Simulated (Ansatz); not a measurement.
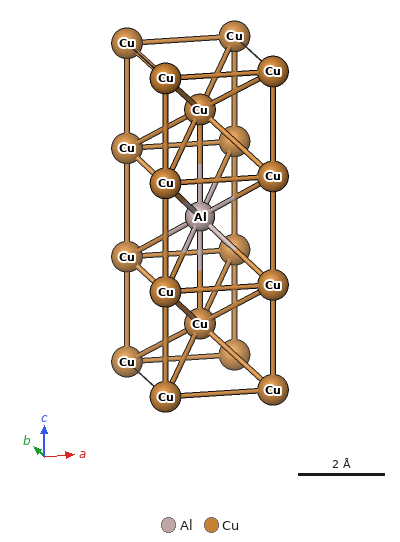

Figure 1. The starting structure (ball-and-stick view of the cell of the calculation, seen slightly off an axis). An atom can appear more than once, as a periodic image. Near neighbours in the periodic cell (some may lie outside the picture): Al has 2 Al at 2.60 Å and 10 Cu at 2.54 to 2.58 Å; Cu has 1 Al at 2.58 Å and 11 Cu at 2.51 to 2.60 Å; Cu has 4 Al at 2.54 Å and 8 Cu at 2.53 to 2.62 Å; Cu has 12 Cu at 2.52 to 2.60 Å.

# AlCu5: geometry relaxation (part 1 of 2)

AlCu5 (Pmmm, 6 atoms in the cell), computed with DFT PBE, scalar-relativistic, plane waves, PAW, no spin polarisation (Ansatz 0.2.0).

The structure was made by a generator, so it may or may not be a known phase.

Output:
```
Engine: ansatz 0.2.0, x86_64-unknown-linux-gnu
Pseudopotentials: kind: paw
Pseudopotential: Al, paw, valence charge 3, recommended cutoff 420 eV (normal), Al.paw.azcp
Pseudopotential: Cu, paw, valence charge 19, recommended cutoff 420 eV (normal), Cu.paw.azcp
Functional definition: PBE
  parameter kappa = 0.804
  parameter beta = 0.06672455060314922
  exchange = pbe_x(kappa = kappa, mu = beta*pi^2/3)
  correlation = pbe_c(beta = beta)
Crystal: 6 atoms, lattice volume = 69.932 Å³
Basis set: ecut = 420 eV, 1399 PW (Γ), exchange–correlation on 36×48×108 points (8 copies of the dense FFT grid, shifted against one another)
Bands: 59, of which v1, the nominal top of the filled ones, is band 49 counted from 1 (48 counted from 0)
Symmetry: 8 space group operations
Space group: Pmmm (ITA 47), of the structure as read, at distance tolerance 4.1e-5 Å
k-points: 224 of 1008
Non-local potential: Al, projectors of the file, l = 0: 2, l = 1: 2, l = 2: 1
Non-local potential: Cu, projectors of the file, l = 0: 3, l = 1: 2, l = 2: 3, l = 3: 1
PAW form: soft (Blöchl's): semilocal exchange-correlation on the pseudo side does not see the compensation charge
PAW one-centre angular grid: Al, 110 points (default); XC on 64 Gauss nodes
PAW one-centre angular grid: Cu, 590 points (default); XC on 64 Gauss nodes
Initial density: superposition of atomic densities (neutral atoms: chi_scale 0, normalization atom), corrected by the library's trained network
Initial wavefunctions: pseudopotential atomic-orbital guess
Functional: x = pbe(κ = 0.804, μ = 0.2195149727645171), c = pbe(β = 0.06672455060314922)
SCF iter   1: F=—  HF=-33663.789138 eV  |F-HF|=—  |Δ(HF+E_count)|=         —  Δρ=3.64e-3  dr2=6.70e-3  ethr=1.77e-3  ⟨swp⟩=5.2  Hψ=45973  notcnv=0  defer=143
preconditioner: auto → Kerker (q_TF=auto, 2.886 Å⁻¹)  [metal: Δε(μ)=0.020 eV  Ē_g=9.573 eV  σ=0.100 eV  W_gap=0.11  n_scr=22 (ndim 8)  ℏωp=33.8 eV  f_vac=0.001  D(μ)=1.80/eV (n_scr^D=10)]
SCF iter   2: F=—  HF=-33663.788230 eV  |F-HF|=—  |Δ(HF+E_count)|=   9.09e-4  Δρ=1.17e-3  dr2=1.17e-3  ethr=6.83e-6  ⟨swp⟩=2.1  Hψ=20897  notcnv=0  defer=195
SCF iter   3: F=—  HF=-33663.787983 eV  |F-HF|=—  |Δ(HF+E_count)|=   2.47e-4  Δρ=8.29e-4  dr2=5.81e-4  ethr=1.19e-6  ⟨swp⟩=2.6  Hψ=20477  notcnv=0  defer=195
SCF iter   4: F=—  HF=-33663.787862 eV  |F-HF|=—  |Δ(HF+E_count)|=   1.21e-4  Δρ=2.02e-4  dr2=4.79e-5  ethr=5.93e-7  ⟨swp⟩=2.1  Hψ=17660  notcnv=0  defer=195
SCF iter   5: F=—  HF=-33663.787884 eV  |F-HF|=—  |Δ(HF+E_count)|=   2.18e-5  Δρ=1.09e-4  dr2=1.13e-5  ethr=4.89e-8  ⟨swp⟩=2.0  Hψ=18680  notcnv=0  defer=195
SCF iter   6: F=—  HF=-33663.787883 eV  |F-HF|=—  |Δ(HF+E_count)|=   1.00e-6  Δρ=7.79e-5  dr2=2.36e-6  ethr=1.15e-8  ⟨swp⟩=2.0  Hψ=18093  notcnv=0  defer=195
SCF iter   7: F=—  HF=-33663.787883 eV  |F-HF|=—  |Δ(HF+E_count)|=   4.86e-7  Δρ=1.72e-5  dr2=4.45e-7  ethr=2.41e-9  ⟨swp⟩=2.0  Hψ=22253  notcnv=0  defer=195
SCF iter   8: F=-33663.787883 eV  HF=-33663.787883 eV  |F-HF|=2.60e-8  |Δ(HF+E_count)|=  5.82e-10  Δρ=4.86e-6  dr2=3.59e-8  ethr=1.02e-10  ⟨swp⟩=8.0  Hψ=53655  notcnv=0
SCF 1 converged in 8 iterations: F = -33663.787883 eV  dr2 = 3.59e-8
  greatest PAW one-centre occupation: 1.000 electrons in one spin orbital (limit 2), on the Cu atom at site 5 (counted from 0), in its partial waves of l = 0
relax step   1: F+E_penalty+E_count = -33663.78788252 eV  Δ(F+E_penalty+E_count) = +0.000e0 eV  max|allowed force component| = 2.156e-2 eV/Å  Δτ_max = 0.0000 Å  P = +9.564 GPa  Ω = 69.932 Å³  fix = [volume]  reactions: volume +9.564 GPa  (8 SCF iters, dr2 threshold 1.00e-7 eV, accepted)
Initial density: handed on by an earlier stage of this run
Initial wavefunctions: those handed on with the density
iter 1 solved again at ethr=1.29e-8 eV; its pass at ethr=3.10e-3 eV (dr2=1.27e-5 eV) is discarded
SCF iter   1: F=—  HF=-33663.787932 eV  |F-HF|=—  |Δ(HF+E_count)|=         —  Δρ=1.84e-4  dr2=1.24e-5  ethr=1.29e-8  ⟨swp⟩=2.2  Hψ=49733  notcnv=0
preconditioner: auto → Kerker (q_TF=auto, 2.886 Å⁻¹)  [metal: Δε(μ)=0.007 eV  Ē_g=9.562 eV  σ=0.100 eV  W_gap=0.04  n_scr=22 (ndim 8)  ℏωp=33.8 eV  f_vac=0.002  D(μ)=1.82/eV (n_scr^D=10)]
SCF iter   2: F=—  HF=-33663.787955 eV  |F-HF|=—  |Δ(HF+E_count)|=   2.27e-5  Δρ=1.00e-4  dr2=4.63e-6  ethr=1.26e-8  ⟨swp⟩=1.1  Hψ=13260  notcnv=0
SCF iter   3: F=—  HF=-33663.787953 eV  |F-HF|=—  |Δ(HF+E_count)|=   1.60e-6  Δρ=4.04e-5  dr2=1.20e-6  ethr=4.73e-9  ⟨swp⟩=2.0  Hψ=22113  notcnv=0
SCF iter   4: F=—  HF=-33663.787953 eV  |F-HF|=—  |Δ(HF+E_count)|=   2.36e-7  Δρ=1.14e-5  dr2=4.79e-7  ethr=1.23e-9  ⟨swp⟩=2.0  Hψ=18353  notcnv=0
SCF iter   5: F=—  HF=-33663.787953 eV  |F-HF|=—  |Δ(HF+E_count)|=   5.86e-8  Δρ=4.75e-6  dr2=2.97e-8  ethr=4.88e-10  ⟨swp⟩=1.1  Hψ=13236  notcnv=0
SCF iter   6: F=-33663.787953 eV  HF=-33663.787953 eV  |F-HF|=4.05e-9  |Δ(HF+E_count)|=   4.16e-9  Δρ=1.73e-6  dr2=3.42e-9  ethr=2.97e-11  ⟨swp⟩=4.0  Hψ=40027  notcnv=0
SCF 2 converged in 6 iterations: F = -33663.787953 eV  dr2 = 3.42e-9
relax step   2: F+E_penalty+E_count = -33663.78795279 eV  Δ(F+E_penalty+E_count) = -7.027e-5 eV  max|allowed force component| = 1.221e-2 eV/Å  Δτ_max = 0.0010 Å  P = +9.560 GPa  Ω = 69.932 Å³  energy of the carried Pulay correction = +6.840e-17 eV  fix = [volume]  reactions: volume +9.560 GPa  (6 SCF iters, dr2 threshold 2.91e-8 eV, accepted)
iter 1 solved again at ethr=3.21e-8 eV; its pass at ethr=3.10e-3 eV (dr2=3.15e-5 eV) is discarded
SCF iter   1: F=—  HF=-33663.787998 eV  |F-HF|=—  |Δ(HF+E_count)|=         —  Δρ=2.85e-4  dr2=2.79e-5  ethr=3.21e-8  ⟨swp⟩=2.2  Hψ=50797  notcnv=0
preconditioner: auto → Kerker (q_TF=auto, 2.886 Å⁻¹)  [metal: Δε(μ)=0.002 eV  Ē_g=9.564 eV  σ=0.100 eV  W_gap=0.01  n_scr=22 (ndim 8)  ℏωp=33.8 eV  f_vac=0.002  D(μ)=1.83/eV (n_scr^D=10)]
SCF iter   2: F=—  HF=-33663.788031 eV  |F-HF|=—  |Δ(HF+E_count)|=   3.30e-5  Δρ=1.54e-4  dr2=9.64e-6  ethr=2.85e-8  ⟨swp⟩=1.0  Hψ=13216  notcnv=0
SCF iter   3: F=—  HF=-33663.788014 eV  |F-HF|=—  |Δ(HF+E_count)|=   1.67e-5  Δρ=6.46e-5  dr2=2.56e-6  ethr=9.84e-9  ⟨swp⟩=2.0  Hψ=22667  notcnv=0
SCF iter   4: F=—  HF=-33663.788013 eV  |F-HF|=—  |Δ(HF+E_count)|=   4.46e-7  Δρ=1.60e-5  dr2=8.42e-7  ethr=2.62e-9  ⟨swp⟩=2.0  Hψ=18524  notcnv=0
SCF iter   5: F=—  HF=-33663.788013 eV  |F-HF|=—  |Δ(HF+E_count)|=   9.76e-8  Δρ=7.56e-6  dr2=7.86e-8  ethr=8.59e-10  ⟨swp⟩=1.1  Hψ=13233  notcnv=0
SCF iter   6: F=—  HF=-33663.788013 eV  |F-HF|=—  |Δ(HF+E_count)|=   9.68e-9  Δρ=2.76e-6  dr2=9.47e-9  ethr=8.02e-11  ⟨swp⟩=2.1  Hψ=17488  notcnv=0
SCF iter   7: F=-33663.788013 eV  HF=-33663.788013 eV  |F-HF|=4.77e-9  |Δ(HF+E_count)|=  9.46e-10  Δρ=2.75e-6  dr2=3.15e-9  ethr=9.50e-12  ⟨swp⟩=4.0  Hψ=41201  notcnv=0
SCF 3 converged in 7 iterations: F = -33663.788013 eV  dr2 = 3.15e-9
relax step   3: F+E_penalty+E_count = -33663.78801335 eV  Δ(F+E_penalty+E_count) = -6.056e-5 eV  max|allowed force component| = 1.928e-3 eV/Å  Δτ_max = 0.0015 Å  P = +9.552 GPa  Ω = 69.932 Å³  fix = [volume]  reactions: volume +9.552 GPa  (7 SCF iters, dr2 threshold 9.31e-9 eV, accepted)
Initial wavefunctions: pseudopotential atomic-orbital guess (no wavefunctions were taken with the density)
iter 1 solved again at ethr=3.90e-8 eV; its pass at ethr=3.10e-3 eV (dr2=3.82e-5 eV) is discarded
SCF iter   1: F=—  HF=-33663.787936 eV  |F-HF|=—  |Δ(HF+E_count)|=         —  Δρ=1.45e-4  dr2=3.17e-7  ethr=3.90e-8  ⟨swp⟩=3.0  Hψ=77418  notcnv=0
preconditioner: auto → Kerker (q_TF=auto, 2.886 Å⁻¹)  [metal: Δε(μ)=0.002 eV  Ē_g=9.565 eV  σ=0.100 eV  W_gap=0.01  n_scr=22 (ndim 8)  ℏωp=33.8 eV  f_vac=0.002  D(μ)=1.83/eV (n_scr^D=10)]
SCF iter   2: F=—  HF=-33663.787987 eV  |F-HF|=—  |Δ(HF+E_count)|=   5.07e-5  Δρ=7.36e-5  dr2=7.88e-8  ethr=3.23e-10  ⟨swp⟩=2.0  Hψ=22782  notcnv=0
SCF iter   3: F=—  HF=-33663.787996 eV  |F-HF|=—  |Δ(HF+E_count)|=   8.95e-6  Δρ=4.48e-6  dr2=3.33e-9  ethr=8.04e-11  ⟨swp⟩=1.0  Hψ=13216  notcnv=0
SCF iter   4: F=—  HF=-33663.787996 eV  |F-HF|=—  |Δ(HF+E_count)|=   1.87e-8  Δρ=7.57e-7  dr2=2.53e-10  ethr=3.40e-12  ⟨swp⟩=2.0  Hψ=20852  notcnv=0
iter 5 did not close the SCF: its close was put off for the readings that it lacked (scf_convergence_deferred on its scf_iter line)
SCF iter   5: F=-33663.787996 eV  HF=-33663.787996 eV  |F-HF|=7.28e-12  |Δ(HF+E_count)|=  2.04e-10  Δρ=1.75e-7  dr2=2.94e-11  ethr=1.00e-12  ⟨swp⟩=1.0  Hψ=13216  notcnv=0
SCF iter   6: F=-33663.787996 eV  HF=-33663.787996 eV  |F-HF|=2.18e-11  |Δ(HF+E_count)|=    0.00e0  Δρ=4.43e-8  dr2=4.30e-12  ethr=1.00e-12  ⟨swp⟩=2.2  Hψ=37659  notcnv=0
SCF 4 converged in 6 iterations: F = -33663.787996 eV  dr2 = 4.30e-12
relax step   4: F+E_penalty+E_count = -33663.78799589 eV  Δ(F+E_penalty+E_count) = +1.746e-5 eV  max|allowed force component| = 1.930e-3 eV/Å  Δτ_max = 0.0000 Å  P = +9.553 GPa  Ω = 69.932 Å³  fix = [volume]  reactions: volume +9.553 GPa  stress off target by 3.56e-2 GPa on what of the cell is left free  SCF on the basis re-selected at this cell (its energy is not comparable with the rows above)  (6 SCF iters)
```

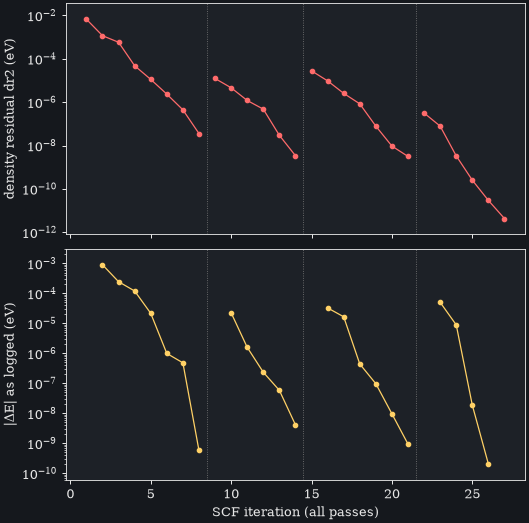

Figure 2. Convergence of the self-consistent field: density residual dr2 and size of the energy change against the SCF iteration. The dotted lines part the SCF passes of the relaxation: geometry steps, rejected trials and re-solves on a re-selected basis. The passes take 8, 6, 7 and 6 iterations.

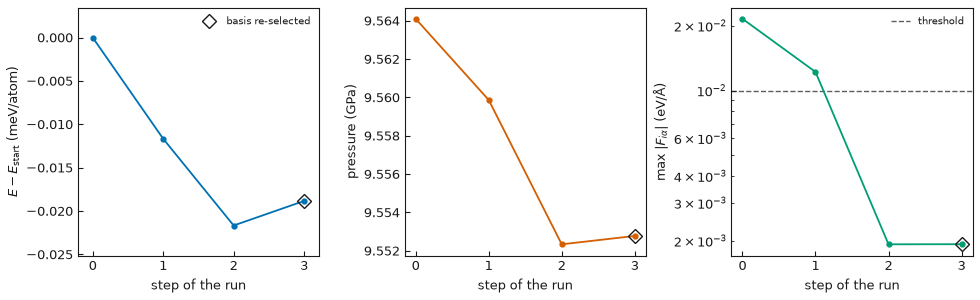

Figure 3. Progress of the relaxation, step by step (the first geometry is step 0 here and step 1 in the log). No atom moves by more than 0.005 Å relative to the cell. Distances before and after: Cu2–Cu5 2.513 → 2.518 Å. The space group stays Pmmm (No. 47). After 2 geometry steps the energy has fallen by next to nothing (0.0 meV per atom). Largest force component: 0.022 eV/Å at the start, 0.0019 eV/Å at the end. Pressure: 9.56 GPa at the start and 9.55 GPa at the end. A last SCF at the same geometry on a re-selected plane-wave basis shifts the energy by +0.0 meV per atom. (Atoms are counted from 1 in the order of the input.)

```
basis re-selected at this cell: Δ(F+E_penalty+E_count) = +1.746e-5 eV, ΔP = +0.000 GPa vs the last step (what re-selecting the basis moved, of the pressure what is left beyond the Pulay correction that the steps carried, after the strain that the cell walked since its last selection, with what the two solves' SCF thresholds leave and, on support functions, any second-order correction that the steps lacked; it is no measure of the basis error at this ecutwfc). This SCF's stress stands 3.56e-2 GPa from its target on what of the cell is left free (relax.cell.stress_tol is 1.00e-1 GPa) and its largest allowed force component is 1.93e-3 eV/Å (relax.f_tol is 1.00e-2 eV/Å): within both
SCF converged after 6 iterations
Free energy (F): -33663.787996 eV
Harris-Foulkes:  -33663.787996 eV  (|F-HF|=2.18e-11)
Internal energy: -33663.778860 eV  (E = F + TS)
E sigma→0 (E₀):  -33663.783428 eV
Entropy (-TS):   -0.009136 eV (-1.523 meV/atom)
Fermi energy:    16.431734 eV
```
